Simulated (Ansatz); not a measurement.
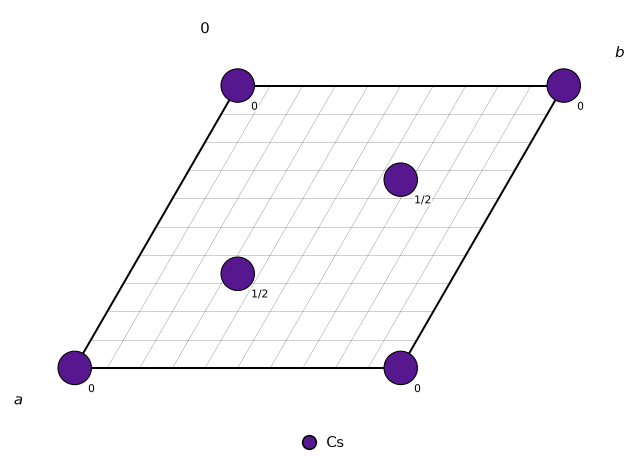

Plan of a unit cell projected along c (a down the page, b across); the numbers are heights as fractions of c, and atoms on the cell's edges are repeated. The grid marks tenths of a and b. Source: coordinates from a relaxation with Ansatz, DFT, LDA (PW92), plane waves (420 eV) with PAW, scalar-relativistic; the starting structure was generated, so it need not be a known form of this composition. The drawing is computed from the coordinates (standard cell, symmetry found to 0.002 Å).

a = 8.224 Å, b = 8.224 Å, c = 4.921 Å, α = 90.00°, β = 90.00°, γ = 120.00°.

> What does the cell contain?

3 Cs: Cs, Z = 3.

> Which space group?

P6/mmm (No. 191), primitive hexagonal.

> Give the independent sites, coordinates to two places.

```csv
atom,site,symmetry,x,y,z
Cs,1a,6/mmm,0.00,0.00,0.00
Cs,2d,-6m2,0.33,0.67,0.50
```
